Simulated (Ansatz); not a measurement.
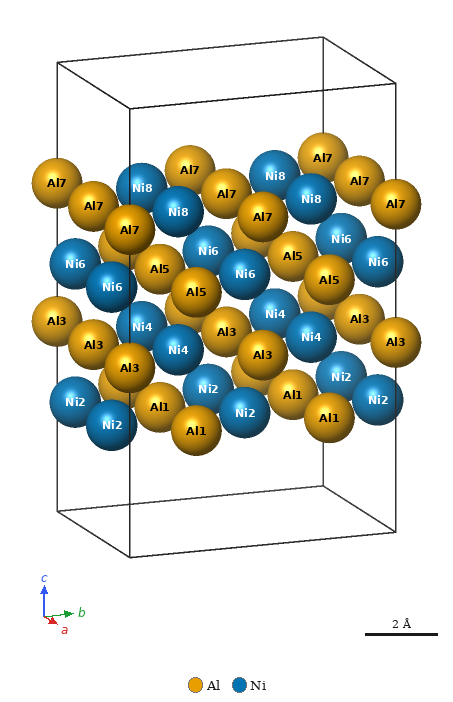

Figure 1. The structure as given in the input (spheres-only view of the 2 × 2 repeat of the cell, with the vacuum cut short, seen slightly off an axis; atoms are numbered from 1 in the order of the input).

## Run report: AlNi, geometry relaxation (part 1 of 2)

- system: AlNi (slab, 8 atoms in the cell)
- method: DFT LDA, scalar-relativistic, plane waves, PAW, no spin polarisation (Ansatz 0.2.0)

The structure derives from an entry of the Crystallography Open Database. The input holds or restrains some coordinates. Figures and captions count atoms from 1; the log counts them from 0 in places.

Output:
```
Engine: ansatz 0.2.0, aarch64-unknown-linux-gnu
Pseudopotentials: kind: paw
Pseudopotential: Al, paw, valence charge 3, recommended cutoff 420 eV (normal), Al.paw.azcp
Pseudopotential: Ni, paw, valence charge 18, recommended cutoff 420 eV (normal), Ni.paw.azcp
Functional definition: SPW92
  exchange = slater_x
  correlation = pw_c
Crystal: 8 atoms, lattice volume = 261.088 Å³
Basis set: ecut = 420 eV, 5137 PW (Γ)
Bands: 51, of which v1, the nominal top of the filled ones, is band 42 counted from 1 (41 counted from 0)
Symmetry: 4 space group operations
k-points: 24 of 70
Non-local potential: Al, projectors of the file, l = 0: 2, l = 1: 2, l = 2: 1
Non-local potential: Ni, projectors of the file, l = 0: 3, l = 1: 2, l = 2: 3, l = 3: 1
PAW form: soft (Blöchl's): semilocal exchange-correlation on the pseudo side does not see the compensation charge
PAW frozen core: Al, regenerated for the run's functional, and the local potential with it (the file was generated under x = pbe(κ = 0.804, μ = 0.2195149727645171), c = pbe(β = 0.06672455060314922))
PAW frozen core: Ni, regenerated for the run's functional, and the local potential with it (the file was generated under x = pbe(κ = 0.804, μ = 0.2195149727645171), c = pbe(β = 0.06672455060314922))
PAW one-centre angular grid: Al, 110 points (default); XC on 64 Gauss nodes
PAW one-centre angular grid: Ni, 590 points (default); XC on 64 Gauss nodes
Initial density: superposition of atomic densities (neutral atoms: chi_scale 0, normalization atom), corrected by the library's trained network
Initial wavefunctions: pseudopotential atomic-orbital guess
Functional: x = slater, c = lda
SCF iter   1: F=—  HF=-25147.838229 eV  |F-HF|=—  |Δ(HF+E_count)|=         —  Δρ=1.03e-2  dr2=1.78e-1  ethr=1.77e-3  p=0.000 e·Å  D=4.69e-14 V/Å  ΔV_dip=-0.00 eV  dr2_dipole=9.35e-7  V_vac-E_F(+/−)=5.15/5.15 eV  ⟨swp⟩=11.0  Hψ=6151  notcnv=0  defer=12
efield: sawtooth ramp at fractional position 0.9500 (placed from the atoms, in the widest stretch of the axis that holds none; the zero of the levels goes with the place), width 0.1000; the density the first Hamiltonian is built on has a dipole p = 0.000 e·Å; the dipole correction subtracts the counter field D = 4.69e-14 V/Å, which shifts the + side's vacuum level by -0.00 eV against the − side's; the planar-averaged density in the ramp window peaks in size at 4.3e-5 e/Å³
preconditioner: auto → LDOS  [metal: Δε(μ)=0.064 eV  Ē_g=6.175 eV  σ=0.100 eV  W_gap=0.34  n_scr=44 (ndim 8)  ℏωp=16.6 eV  f_vac=0.575  D(μ)=6.19/eV (n_scr^D=32)  β→1.0]
SCF iter   2: F=—  HF=-25147.868544 eV  |F-HF|=—  |Δ(HF+E_count)|=   3.03e-2  Δρ=1.46e-2  dr2=3.11e-1  ethr=2.12e-4  p=0.000 e·Å  D=5.82e-5 V/Å  ΔV_dip=-0.00 eV  dr2_dipole=2.20e-6  V_vac-E_F(+/−)=5.13/5.13 eV  ⟨swp⟩=3.0  Hψ=2669  notcnv=0  defer=73
SCF iter   3: F=—  HF=-25147.822249 eV  |F-HF|=—  |Δ(HF+E_count)|=   4.63e-2  Δρ=1.99e-3  dr2=7.98e-3  ethr=2.12e-4  p=0.000 e·Å  D=2.08e-5 V/Å  ΔV_dip=-0.00 eV  dr2_dipole=7.08e-7  V_vac-E_F(+/−)=5.11/5.11 eV  ⟨swp⟩=2.0  Hψ=1845  notcnv=0  defer=73
SCF iter   4: F=—  HF=-25147.820755 eV  |F-HF|=—  |Δ(HF+E_count)|=   1.49e-3  Δρ=3.16e-4  dr2=7.16e-4  ethr=9.50e-6  p=0.000 e·Å  D=7.12e-6 V/Å  ΔV_dip=-0.00 eV  dr2_dipole=1.32e-8  V_vac-E_F(+/−)=5.11/5.11 eV  ⟨swp⟩=2.2  Hψ=1932  notcnv=0  defer=73
SCF iter   5: F=—  HF=-25147.820899 eV  |F-HF|=—  |Δ(HF+E_count)|=   1.44e-4  Δρ=5.60e-4  dr2=7.26e-4  ethr=8.52e-7  p=0.000 e·Å  D=2.10e-6 V/Å  ΔV_dip=-0.00 eV  dr2_dipole=7.71e-11  V_vac-E_F(+/−)=5.11/5.11 eV  ⟨swp⟩=2.2  Hψ=2183  notcnv=0  defer=73
SCF iter   6: F=—  HF=-25147.820869 eV  |F-HF|=—  |Δ(HF+E_count)|=   3.01e-5  Δρ=2.06e-4  dr2=8.13e-5  ethr=8.52e-7  p=0.000 e·Å  D=4.81e-7 V/Å  ΔV_dip=-0.00 eV  dr2_dipole=8.41e-10  V_vac-E_F(+/−)=5.12/5.12 eV  ⟨swp⟩=2.0  Hψ=1541  notcnv=0  defer=72
SCF iter   7: F=-25147.820860 eV  HF=-25147.820864 eV  |F-HF|=4.40e-6  |Δ(HF+E_count)|=   4.92e-6  Δρ=5.66e-5  dr2=6.60e-6  ethr=2.68e-8  p=0.000 e·Å  D=1.07e-6 V/Å  ΔV_dip=-0.00 eV  dr2_dipole=2.90e-10  V_vac-E_F(+/−)=5.12/5.12 eV  ⟨swp⟩=26.0  Hψ=14774  notcnv=0
SCF 1 converged in 7 iterations: F = -25147.820860 eV  dr2 = 6.60e-6
  greatest PAW one-centre occupation: 1.002 electrons in one spin orbital (limit 2), on the Ni atom at site 5 (counted from 0), in its partial waves of l = 1
relax step   1: F+E_penalty+E_count = -25147.82085988 eV  Δ(F+E_penalty+E_count) = +0.000e0 eV  max|allowed force component| = 8.029e-1 eV/Å  Δτ_max = 0.0000 Å  (7 SCF iters, dr2 threshold 2.25e-5 eV, accepted)
Initial density: handed on by an earlier stage of this run
Initial wavefunctions: those handed on with the density
iter 1 solved again at ethr=9.46e-5 eV; its pass at ethr=3.10e-3 eV (dr2=7.94e-2 eV) is discarded
SCF iter   1: F=—  HF=-25147.875249 eV  |F-HF|=—  |Δ(HF+E_count)|=         —  Δρ=3.21e-3  dr2=6.67e-2  ethr=9.46e-5  p=0.000 e·Å  D=4.50e-6 V/Å  ΔV_dip=-0.00 eV  dr2_dipole=1.73e-2  V_vac-E_F(+/−)=5.11/5.11 eV  ⟨swp⟩=2.1  Hψ=4105  notcnv=0  defer=66
efield: sawtooth ramp at fractional position 0.9500 (handed on by an earlier solve), width 0.1000; the density the first Hamiltonian is built on has a dipole p = 0.000 e·Å; the dipole correction subtracts the counter field D = 4.50e-6 V/Å, which shifts the + side's vacuum level by -0.00 eV against the − side's; the planar-averaged density in the ramp window peaks in size at 5.4e-6 e/Å³
preconditioner: auto → LDOS  [metal: Δε(μ)=0.050 eV  Ē_g=6.214 eV  σ=0.100 eV  W_gap=0.27  n_scr=44 (ndim 8)  ℏωp=16.6 eV  f_vac=0.576  D(μ)=6.33/eV (n_scr^D=36)  β→1.0]
SCF iter   2: F=—  HF=-25147.872698 eV  |F-HF|=—  |Δ(HF+E_count)|=   2.55e-3  Δρ=2.21e-3  dr2=1.96e-2  ethr=7.95e-5  p=0.004 e·Å  D=2.70e-3 V/Å  ΔV_dip=-0.06 eV  dr2_dipole=1.45e-3  V_vac-E_F(+/−)=5.05/5.11 eV  ⟨swp⟩=2.0  Hψ=1902  notcnv=0  defer=66
SCF iter   3: F=—  HF=-25147.869975 eV  |F-HF|=—  |Δ(HF+E_count)|=   2.72e-3  Δρ=2.17e-3  dr2=1.30e-2  ethr=2.33e-5  p=0.003 e·Å  D=2.19e-3 V/Å  ΔV_dip=-0.05 eV  dr2_dipole=2.30e-3  V_vac-E_F(+/−)=5.06/5.11 eV  ⟨swp⟩=2.1  Hψ=1995  notcnv=0  defer=68
SCF iter   4: F=—  HF=-25147.869277 eV  |F-HF|=—  |Δ(HF+E_count)|=   6.98e-4  Δρ=5.06e-4  dr2=1.72e-3  ethr=1.54e-5  p=0.003 e·Å  D=2.30e-3 V/Å  ΔV_dip=-0.05 eV  dr2_dipole=4.57e-4  V_vac-E_F(+/−)=5.06/5.12 eV  ⟨swp⟩=1.9  Hψ=1433  notcnv=0  defer=68
SCF iter   5: F=—  HF=-25147.869192 eV  |F-HF|=—  |Δ(HF+E_count)|=   8.54e-5  Δρ=1.28e-4  dr2=1.09e-4  ethr=2.05e-6  p=0.004 e·Å  D=2.66e-3 V/Å  ΔV_dip=-0.06 eV  dr2_dipole=3.47e-5  V_vac-E_F(+/−)=5.06/5.12 eV  ⟨swp⟩=2.0  Hψ=1675  notcnv=0  defer=68
SCF iter   6: F=-25147.869266 eV  HF=-25147.869256 eV  |F-HF|=1.07e-5  |Δ(HF+E_count)|=   6.39e-5  Δρ=6.60e-5  dr2=9.83e-6  ethr=4.80e-8  p=0.004 e·Å  D=2.78e-3 V/Å  ΔV_dip=-0.06 eV  dr2_dipole=8.88e-7  V_vac-E_F(+/−)=5.05/5.12 eV  ⟨swp⟩=22.3  Hψ=13933  notcnv=0
SCF 2 converged in 6 iterations: F = -25147.869266 eV  dr2 = 9.83e-6
  greatest PAW one-centre occupation: 1.002 electrons in one spin orbital (limit 2), on the Ni atom at site 3 (counted from 0), in its partial waves of l = 1
relax step   2: F+E_penalty+E_count = -25147.86926632 eV  Δ(F+E_penalty+E_count) = -4.841e-2 eV  max|allowed force component| = 5.156e-1 eV/Å  Δτ_max = 0.0561 Å  (6 SCF iters, dr2 threshold 4.03e-5 eV, accepted)
SCF iter   1: F=—  HF=-25147.920362 eV  |F-HF|=—  |Δ(HF+E_count)|=         —  Δρ=4.67e-3  dr2=2.03e-1  ethr=2.24e-3  p=0.004 e·Å  D=2.78e-3 V/Å  ΔV_dip=-0.06 eV  dr2_dipole=6.04e-2  V_vac-E_F(+/−)=5.04/5.10 eV  ⟨swp⟩=4.2  Hψ=2918  notcnv=0  defer=59
efield: sawtooth ramp at fractional position 0.9500 (handed on by an earlier solve), width 0.1000; the density the first Hamiltonian is built on has a dipole p = 0.004 e·Å; the dipole correction subtracts the counter field D = 2.78e-3 V/Å, which shifts the + side's vacuum level by -0.06 eV against the − side's; the planar-averaged density in the ramp window peaks in size at 3.3e-6 e/Å³
preconditioner: auto → LDOS  [metal: Δε(μ)=0.010 eV  Ē_g=6.236 eV  σ=0.100 eV  W_gap=0.06  n_scr=44 (ndim 8)  ℏωp=16.6 eV  f_vac=0.576  D(μ)=6.31/eV (n_scr^D=36)  β→1.0]
SCF iter   2: F=—  HF=-25147.904430 eV  |F-HF|=—  |Δ(HF+E_count)|=   1.59e-2  Δρ=2.52e-3  dr2=2.78e-2  ethr=2.42e-4  p=0.012 e·Å  D=8.06e-3 V/Å  ΔV_dip=-0.19 eV  dr2_dipole=1.42e-3  V_vac-E_F(+/−)=4.93/5.11 eV  ⟨swp⟩=2.0  Hψ=2137  notcnv=0  defer=75
SCF iter   3: F=—  HF=-25147.900631 eV  |F-HF|=—  |Δ(HF+E_count)|=   3.80e-3  Δρ=3.02e-3  dr2=2.26e-2  ethr=3.31e-5  p=0.011 e·Å  D=7.48e-3 V/Å  ΔV_dip=-0.17 eV  dr2_dipole=3.33e-3  V_vac-E_F(+/−)=4.94/5.11 eV  ⟨swp⟩=2.2  Hψ=1995  notcnv=0  defer=75
SCF iter   4: F=—  HF=-25147.898834 eV  |F-HF|=—  |Δ(HF+E_count)|=   1.80e-3  Δρ=8.05e-4  dr2=2.94e-3  ethr=2.69e-5  p=0.011 e·Å  D=7.84e-3 V/Å  ΔV_dip=-0.18 eV  dr2_dipole=6.61e-4  V_vac-E_F(+/−)=4.94/5.12 eV  ⟨swp⟩=2.0  Hψ=1575  notcnv=0  defer=75
SCF iter   5: F=—  HF=-25147.898648 eV  |F-HF|=—  |Δ(HF+E_count)|=   1.86e-4  Δρ=1.85e-4  dr2=3.73e-4  ethr=3.50e-6  p=0.012 e·Å  D=8.30e-3 V/Å  ΔV_dip=-0.19 eV  dr2_dipole=1.36e-4  V_vac-E_F(+/−)=4.93/5.12 eV  ⟨swp⟩=2.0  Hψ=1755  notcnv=0  defer=74
SCF iter   6: F=—  HF=-25147.898746 eV  |F-HF|=—  |Δ(HF+E_count)|=   9.77e-5  Δρ=9.02e-5  dr2=2.26e-5  ethr=4.44e-7  p=0.012 e·Å  D=8.51e-3 V/Å  ΔV_dip=-0.20 eV  dr2_dipole=3.40e-6  V_vac-E_F(+/−)=4.92/5.12 eV  ⟨swp⟩=2.2  Hψ=1672  notcnv=0  defer=72
SCF iter   7: F=-25147.898761 eV  HF=-25147.898766 eV  |F-HF|=5.30e-6  |Δ(HF+E_count)|=   2.00e-5  Δρ=4.57e-5  dr2=6.31e-6  ethr=1.98e-8  p=0.012 e·Å  D=8.53e-3 V/Å  ΔV_dip=-0.20 eV  dr2_dipole=5.94e-7  V_vac-E_F(+/−)=4.92/5.12 eV  ⟨swp⟩=23.5  Hψ=14292  notcnv=0
SCF 3 converged in 7 iterations: F = -25147.898761 eV  dr2 = 6.31e-6
relax step   3: F+E_penalty+E_count = -25147.89876057 eV  Δ(F+E_penalty+E_count) = -2.949e-2 eV  max|allowed force component| = 1.129e-1 eV/Å  Δτ_max = 0.0923 Å  (7 SCF iters, dr2 threshold 1.66e-5 eV, accepted)
SCF iter   1: F=—  HF=-25147.901149 eV  |F-HF|=—  |Δ(HF+E_count)|=         —  Δρ=1.06e-3  dr2=7.24e-3  ethr=1.03e-4  p=0.012 e·Å  D=8.53e-3 V/Å  ΔV_dip=-0.20 eV  dr2_dipole=4.14e-4  V_vac-E_F(+/−)=4.92/5.12 eV  ⟨swp⟩=2.2  Hψ=2349  notcnv=0  defer=74
efield: sawtooth ramp at fractional position 0.9500 (handed on by an earlier solve), width 0.1000; the density the first Hamiltonian is built on has a dipole p = 0.012 e·Å; the dipole correction subtracts the counter field D = 8.53e-3 V/Å, which shifts the + side's vacuum level by -0.20 eV against the − side's; the planar-averaged density in the ramp window peaks in size at 2.7e-6 e/Å³
preconditioner: auto → LDOS  [metal: Δε(μ)=0.033 eV  Ē_g=6.210 eV  σ=0.100 eV  W_gap=0.19  n_scr=44 (ndim 8)  ℏωp=16.6 eV  f_vac=0.575  D(μ)=6.65/eV (n_scr^D=36)  β→1.0]
SCF iter   2: F=—  HF=-25147.900756 eV  |F-HF|=—  |Δ(HF+E_count)|=   3.93e-4  Δρ=1.22e-3  dr2=5.66e-3  ethr=8.62e-6  p=0.011 e·Å  D=7.95e-3 V/Å  ΔV_dip=-0.18 eV  dr2_dipole=1.45e-4  V_vac-E_F(+/−)=4.94/5.12 eV  ⟨swp⟩=3.0  Hψ=2566  notcnv=0  defer=71
SCF iter   3: F=—  HF=-25147.899609 eV  |F-HF|=—  |Δ(HF+E_count)|=   1.15e-3  Δρ=4.45e-4  dr2=8.03e-4  ethr=6.74e-6  p=0.012 e·Å  D=8.17e-3 V/Å  ΔV_dip=-0.19 eV  dr2_dipole=1.60e-4  V_vac-E_F(+/−)=4.93/5.12 eV  ⟨swp⟩=2.0  Hψ=1745  notcnv=0  defer=71
SCF iter   4: F=—  HF=-25147.899585 eV  |F-HF|=—  |Δ(HF+E_count)|=   2.42e-5  Δρ=1.80e-4  dr2=1.64e-4  ethr=9.55e-7  p=0.012 e·Å  D=8.19e-3 V/Å  ΔV_dip=-0.19 eV  dr2_dipole=3.59e-5  V_vac-E_F(+/−)=4.93/5.12 eV  ⟨swp⟩=2.3  Hψ=1643  notcnv=0  defer=71
SCF iter   5: F=—  HF=-25147.899614 eV  |F-HF|=—  |Δ(HF+E_count)|=   2.88e-5  Δρ=5.16e-5  dr2=2.61e-5  ethr=1.96e-7  p=0.012 e·Å  D=8.16e-3 V/Å  ΔV_dip=-0.19 eV  dr2_dipole=5.72e-6  V_vac-E_F(+/−)=4.93/5.12 eV  ⟨swp⟩=1.5  Hψ=1427  notcnv=0  defer=71
SCF iter   6: F=—  HF=-25147.899619 eV  |F-HF|=—  |Δ(HF+E_count)|=   5.11e-6  Δρ=2.27e-5  dr2=2.31e-6  ethr=3.11e-8  p=0.012 e·Å  D=8.13e-3 V/Å  ΔV_dip=-0.19 eV  dr2_dipole=4.21e-7  V_vac-E_F(+/−)=4.93/5.12 eV  ⟨swp⟩=2.0  Hψ=1535  notcnv=0  defer=71
SCF iter   7: F=—  HF=-25147.899622 eV  |F-HF|=—  |Δ(HF+E_count)|=   3.05e-6  Δρ=5.48e-6  dr2=1.29e-7  ethr=2.76e-9  p=0.012 e·Å  D=8.12e-3 V/Å  ΔV_dip=-0.19 eV  dr2_dipole=4.06e-8  V_vac-E_F(+/−)=4.93/5.12 eV  ⟨swp⟩=2.0  Hψ=1660  notcnv=0  defer=71
iter 8 did not close the SCF: its close was put off until two iterations running show no level that it waits for move by more than its bar (scf_convergence_deferred on its scf_iter line)
SCF iter   8: F=-25147.899623 eV  HF=-25147.899623 eV  |F-HF|=4.56e-8  |Δ(HF+E_count)|=   8.03e-7  Δρ=2.73e-6  dr2=6.92e-8  ethr=1.19e-10  p=0.012 e·Å  D=8.11e-3 V/Å  ΔV_dip=-0.19 eV  dr2_dipole=2.69e-8  V_vac-E_F(+/−)=4.93/5.12 eV  ⟨swp⟩=19.8  Hψ=10588  notcnv=0
iter 9 did not close the SCF: its close was put off until two iterations running show no level that it waits for move by more than its bar (scf_convergence_deferred on its scf_iter line)
SCF iter   9: F=-25147.899623 eV  HF=-25147.899623 eV  |F-HF|=2.09e-8  |Δ(HF+E_count)|=   2.40e-8  Δρ=3.32e-6  dr2=3.83e-8  ethr=8.23e-11  p=0.012 e·Å  D=8.11e-3 V/Å  ΔV_dip=-0.19 eV  dr2_dipole=6.04e-9  V_vac-E_F(+/−)=4.93/5.12 eV  ⟨swp⟩=9.2  Hψ=8563  notcnv=0
SCF iter  10: F=-25147.899623 eV  HF=-25147.899623 eV  |F-HF|=3.78e-9  |Δ(HF+E_count)|=   1.49e-8  Δρ=8.44e-7  dr2=2.83e-9  ethr=4.56e-11  p=0.012 e·Å  D=8.11e-3 V/Å  ΔV_dip=-0.19 eV  dr2_dipole=2.10e-10  V_vac-E_F(+/−)=4.93/5.12 eV  ⟨swp⟩=8.8  Hψ=8164  notcnv=0
SCF 4 converged in 10 iterations: F = -25147.899623 eV  dr2 = 2.83e-9
relax step   4: F+E_penalty+E_count = -25147.89962269 eV  Δ(F+E_penalty+E_count) = -8.621e-4 eV  max|allowed force component| = 4.206e-2 eV/Å  Δτ_max = 0.0192 Å  (10 SCF iters, accepted)
SCF iter   1: F=—  HF=-25147.899812 eV  |F-HF|=—  |Δ(HF+E_count)|=         —  Δρ=2.31e-4  dr2=6.46e-4  ethr=5.48e-6  p=0.012 e·Å  D=8.11e-3 V/Å  ΔV_dip=-0.19 eV  dr2_dipole=1.05e-4  V_vac-E_F(+/−)=4.93/5.12 eV  ⟨swp⟩=2.0  Hψ=2298  notcnv=0  defer=24
efield: sawtooth ramp at fractional position 0.9500 (handed on by an earlier solve), width 0.1000; the density the first Hamiltonian is built on has a dipole p = 0.012 e·Å; the dipole correction subtracts the counter field D = 8.11e-3 V/Å, which shifts the + side's vacuum level by -0.19 eV against the − side's; the planar-averaged density in the ramp window peaks in size at 2.7e-6 e/Å³
preconditioner: auto → LDOS  [metal: Δε(μ)=0.039 eV  Ē_g=6.215 eV  σ=0.100 eV  W_gap=0.22  n_scr=44 (ndim 8)  ℏωp=16.6 eV  f_vac=0.576  D(μ)=6.55/eV (n_scr^D=36)  β→1.0]
SCF iter   2: F=—  HF=-25147.899780 eV  |F-HF|=—  |Δ(HF+E_count)|=   3.23e-5  Δρ=2.56e-4  dr2=2.50e-4  ethr=7.69e-7  p=0.012 e·Å  D=8.10e-3 V/Å  ΔV_dip=-0.19 eV  dr2_dipole=8.79e-6  V_vac-E_F(+/−)=4.93/5.12 eV  ⟨swp⟩=2.2  Hψ=2060  notcnv=0  defer=28
SCF iter   3: F=—  HF=-25147.899736 eV  |F-HF|=—  |Δ(HF+E_count)|=   4.38e-5  Δρ=6.15e-5  dr2=2.51e-5  ethr=2.98e-7  p=0.012 e·Å  D=8.03e-3 V/Å  ΔV_dip=-0.18 eV  dr2_dipole=8.08e-6  V_vac-E_F(+/−)=4.94/5.12 eV  ⟨swp⟩=2.0  Hψ=1762  notcnv=0  defer=28
SCF iter   4: F=—  HF=-25147.899746 eV  |F-HF|=—  |Δ(HF+E_count)|=   9.72e-6  Δρ=9.92e-5  dr2=2.93e-5  ethr=2.99e-8  p=0.012 e·Å  D=7.99e-3 V/Å  ΔV_dip=-0.18 eV  dr2_dipole=4.39e-6  V_vac-E_F(+/−)=4.94/5.12 eV  ⟨swp⟩=3.4  Hψ=2373  notcnv=0  defer=28
SCF iter   5: F=—  HF=-25147.899745 eV  |F-HF|=—  |Δ(HF+E_count)|=   7.78e-7  Δρ=2.35e-5  dr2=1.42e-6  ethr=2.99e-8  p=0.011 e·Å  D=7.96e-3 V/Å  ΔV_dip=-0.18 eV  dr2_dipole=2.05e-7  V_vac-E_F(+/−)=4.94/5.12 eV  ⟨swp⟩=1.1  Hψ=1154  notcnv=0  defer=28
SCF iter   6: F=—  HF=-25147.899747 eV  |F-HF|=—  |Δ(HF+E_count)|=   1.39e-6  Δρ=1.58e-5  dr2=4.47e-7  ethr=1.69e-9  p=0.011 e·Å  D=7.95e-3 V/Å  ΔV_dip=-0.18 eV  dr2_dipole=8.85e-11  V_vac-E_F(+/−)=4.94/5.12 eV  ⟨swp⟩=2.0  Hψ=1690  notcnv=0  defer=28
SCF iter   7: F=-25147.899747 eV  HF=-25147.899747 eV  |F-HF|=1.08e-8  |Δ(HF+E_count)|=   3.60e-7  Δρ=6.03e-6  dr2=7.15e-8  ethr=1.19e-10  p=0.011 e·Å  D=7.94e-3 V/Å  ΔV_dip=-0.18 eV  dr2_dipole=3.07e-10  V_vac-E_F(+/−)=4.94/5.12 eV  ⟨swp⟩=16.0  Hψ=10860  notcnv=0
SCF 5 converged in 7 iterations: F = -25147.899747 eV  dr2 = 7.15e-8
relax step   5: F+E_penalty+E_count = -25147.89974691 eV  Δ(F+E_penalty+E_count) = -1.242e-4 eV  max|allowed force component| = 4.028e-3 eV/Å  Δτ_max = 0.0043 Å  (7 SCF iters, accepted)
```

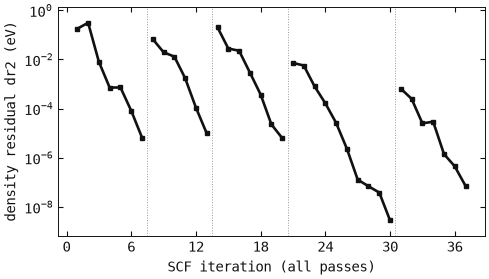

Figure 2. Convergence of the self-consistent field: density residual dr2 against the SCF iteration. The dotted lines part the SCF passes of the relaxation: geometry steps, rejected trials and re-solves on a re-selected basis. The 5 passes take 6 to 10 iterations each, 37 in all.

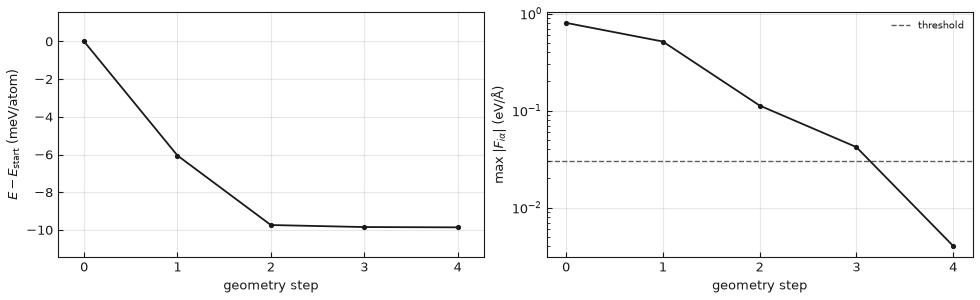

Figure 3. Progress of the restrained relaxation, step by step (the first geometry is step 0 here and step 1 in the log).
